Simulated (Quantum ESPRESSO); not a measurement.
# Run report: PbO, relaxation of cell and atoms

The run: relaxation of cell and atoms of PbO (P4/nmm, 4 atoms in the cell). Method and program: Kohn-Sham DFT of a periodic cell, PBEsol with rVV10, GBRV 1.5 PBEsol, no spin polarisation (Quantum ESPRESSO 7.5).

The structure derives from an entry of the Crystallography Open Database.

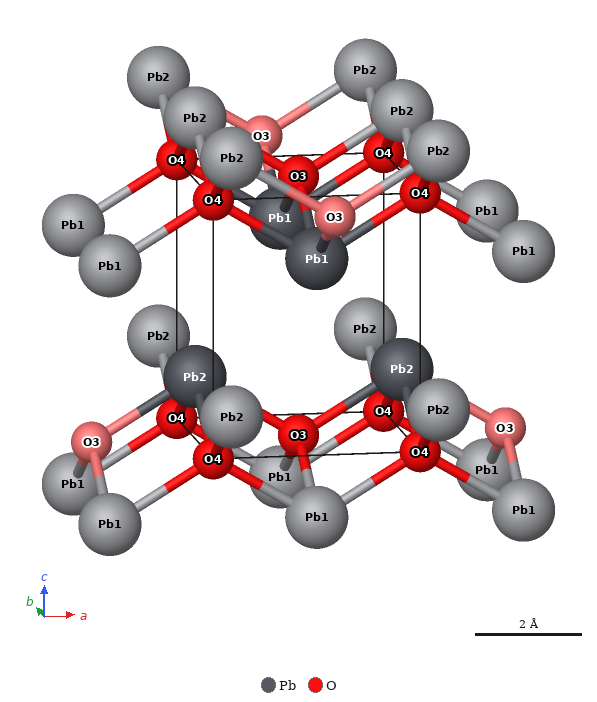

Figure 1. The structure (ball-and-stick view of the cell of the calculation, seen slightly off an axis; neighbours outside the cell are drawn fainter; atoms are numbered from 1 in the order of the input). An atom can appear more than once, as a periodic image. Near neighbours in the periodic cell (some may lie outside the picture): Pb has 4 O at 2.33 Å; O has 4 Pb at 2.33 Å.

Summary:

```json
{"quantity": "outcome", "value": "converged"}
{"quantity": "space group (tolerance 0.01 Å)", "value": "P4/nmm (129)"}
{"quantity": "electrons treated", "value": "40"}
{"quantity": "free energy", "value": "−5331.2821 eV"}
{"quantity": "Fermi energy", "value": "10.265 eV"}
{"quantity": "gap on the k-point mesh", "value": "0.76 eV"}
{"quantity": "pressure", "value": "−0.12 GPa"}
{"quantity": "final volume", "value": "71.90 Å³"}
{"quantity": "largest force (length of the vector) at the end", "value": "0.014 eV/Å"}
{"quantity": "final cell", "value": "a = 3.964 Å, b = 3.964 Å, c = 4.575 Å, α = 90.00°, β = 90.00°, γ = 90.00°"}
{"quantity": "hardware", "value": "2 threads of Arm Neoverse V2, 24 GiB of memory available, shared host"}
{"quantity": "wall time", "value": "6.7 min (CPU time 13 min)"}
{"quantity": "peak memory", "value": "0.38 GiB"}
```

Notes:

Further notes kept with the run: rVV10 parameter b fitted to another functional; SCF correction compared to forces is large; negative rho. Points of doubt noted for this run: rvv10 parameter b fitted to another functional. Spin–orbit coupling is left out, which matters for Pb.

Input file:
```python
import numpy as np
from ase.calculators.espresso import Espresso, EspressoProfile
from ase.io import read

atoms = read('POSCAR')

input_data = {
    'control': {'calculation': 'scf', 'prefix': 'pwscf', 'outdir': './tmp', 'tprnfor': True, 'tstress': True, 'disk_io': 'low'},
    'system': {'ecutwfc': 45.0, 'ecutrho': 360.0, 'nbnd': 28, 'input_dft': 'sla+pw+psx+psc+vv10', 'occupations': 'smearing', 'smearing': 'fd', 'degauss': 0.00367493},
    'electrons': {'conv_thr': 8e-10, 'electron_maxstep': 120, 'mixing_beta': 0.5},
}
pseudopotentials = {'O': 'o_pbesol_v1.2.uspp.F.UPF', 'Pb': 'pb_pbesol_v1.uspp.F.UPF'}
profile = EspressoProfile(command='mpirun -n 2 pw.x -nk 2', pseudo_dir='pseudo')
dft = Espresso(profile=profile, input_data=input_data, pseudopotentials=pseudopotentials, kpts=(6, 6, 5), koffset=(0, 0, 0))
atoms.calc = dft

from ase.optimize import BFGS
from ase.filters import FrechetCellFilter
done = BFGS(FrechetCellFilter(atoms), trajectory='opt.traj').run(fmax=0.02, steps=30)
print('converged', done)
print('cell (A)', np.round(atoms.cell.cellpar(), 5))
print(f'energy {atoms.get_potential_energy():.8f} eV')
print('forces (eV/A)')
print(np.round(atoms.get_forces(), 6))
print('stress (eV/A^3, Voigt)')
print(np.round(atoms.get_stress(), 8))
print(f'Fermi level {dft.get_fermi_level():.4f} eV')
```

File POSCAR:
```
PbO
1.0
    3.9900000000      0.0000000000      0.0000000000
    0.0000000000      3.9900000000      0.0000000000
    0.0000000000      0.0000000000      5.0100000000
Pb O
2 2
Direct
    0.5000000000      0.0000000000      0.7600000000
    0.0000000000      0.5000000000      0.2400000000
    0.5000000000      0.5000000000      0.0000000000
    0.0000000000      0.0000000000      0.0000000000
```

Run as:
```bash
OMP_NUM_THREADS=1 python run.py
```

The program's output:
```
Step          Energy          fmax
BFGS:    0    -5331.204705        0.510042
BFGS:    1    -5331.216991        0.418649
BFGS:    2    -5331.235905        0.281688
BFGS:    3    -5331.238457        0.283996
BFGS:    4    -5331.257741        0.135543
BFGS:    5    -5331.259127        0.150664
BFGS:    6    -5331.260239        0.163189
BFGS:    7    -5331.264497        0.190034
BFGS:    8    -5331.270457        0.190222
BFGS:    9    -5331.278119        0.133564
BFGS:   10    -5331.281243        0.069066
BFGS:   11    -5331.281596        0.017824
converged True
cell (A) [ 3.96417  3.96417  4.57542 90.      90.      90.     ]
energy -5331.28159601 eV
forces (eV/A)
[[ 0.       -0.        0.013935]
 [ 0.        0.       -0.013935]
 [ 0.        0.        0.      ]
 [ 0.        0.        0.      ]]
stress (eV/A^3, Voigt)
[ 0.00099161  0.00099161  0.00032595  0.         -0.         -0.        ]
Fermi level 10.2645 eV
```

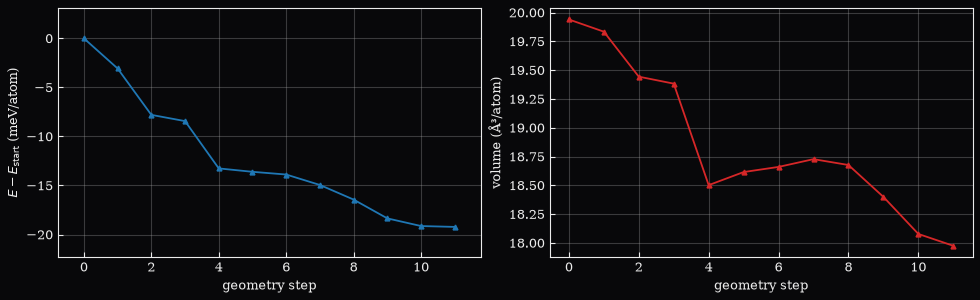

Figure 2. Progress of the relaxation, step by step (steps are counted from 0).

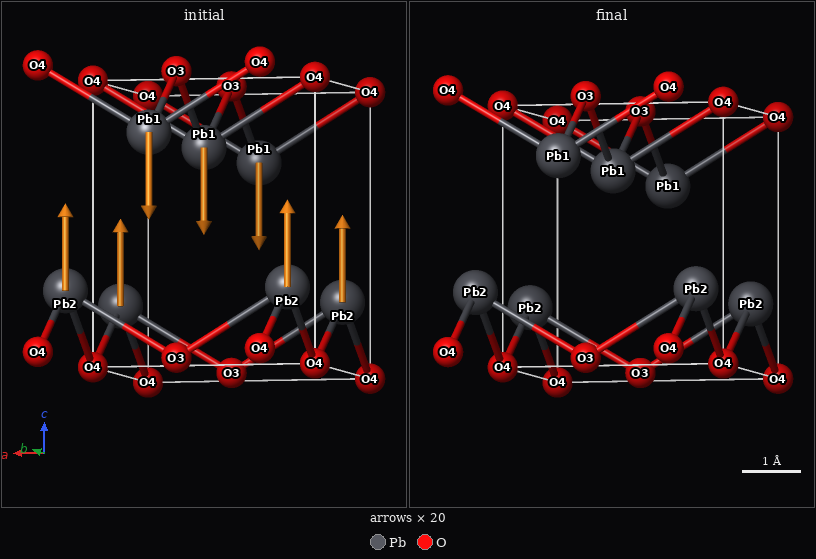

Figure 3. Before (left) and after (right) the relaxation, at one scale (ball-and-stick view of the cell of the calculation, repeated 1 × 2 × 1, seen at an oblique angle). The orange arrows give the displacements (without the part carried along by the change of the cell), magnified 20 times. The energy falls by 19.2 meV per atom in 11 geometry steps. Largest force component: 0.36 eV/Å at the start, 0.014 eV/Å at the end. The largest moves relative to the cell, 0.077 Å, are those of Pb1 and Pb2. O stays in place. The drawn cell changes as follows: a = b 3.990 → 3.964 Å (−0.6 %), c 5.010 → 4.575 Å (−8.7 %); the volume changes by −9.9 %. Among the contacts that change: Pb1–O3 2.329 → 2.304 Å. The space group stays P4/nmm (No. 129). (Atoms are counted from 1 in the order of the input.)
